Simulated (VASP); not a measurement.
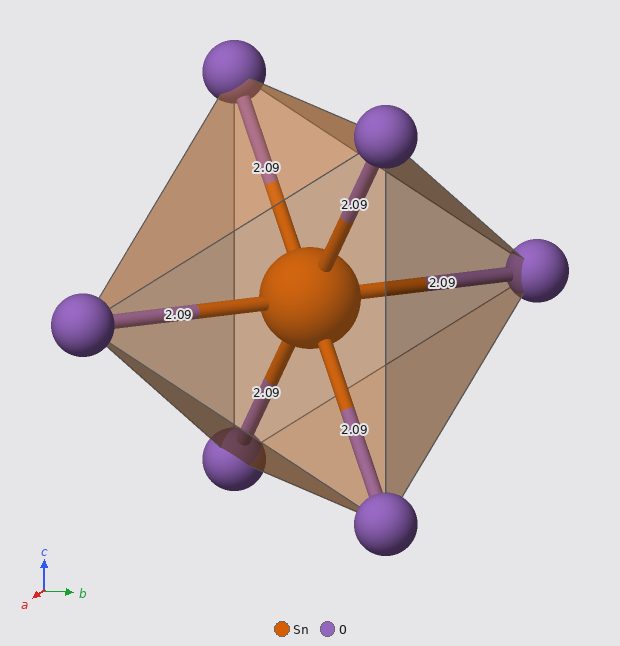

The SnO6 unit about Sn in SnO2. Origin: the geometry relaxed with VASP Kohn-Sham DFT of a periodic cell, PBE, VASP PAW PBE potentials, recommended (VASP).

SnO2, space group P4_2/mnm (No. 136), a = 4.830 Å, b = 4.830 Å, c = 3.243 Å, α = 90.00°, β = 90.00°, γ = 90.00°

| site | Wyckoff | x | y | z |
| --- | --- | --- | --- | --- |
| Sn | 2b | 0.0000 | 0.0000 | 0.5000 |
| O | 4f | 0.3066 | 0.6934 | 0.5000 |

Compute the usual distortion measures of this polyhedron.

Answer. It is closest to the octahedron.

| measure | value |
| --- | --- |
| mean bond length | 2.093 Å |
| bond-length distortion index (Baur) | 0.001 |
| effective coordination number (Hoppe) | 6.00 |
| shape measure against the octahedron | 0.69 |
| shape measure against the trigonal prism | 15.94 |
| centre off the ligands' centroid by | 0.00 Å |
| polyhedral volume | 11.97 Å³ |
| quadratic elongation | 1.014 |
| bond-angle variance | 49.3 deg² |
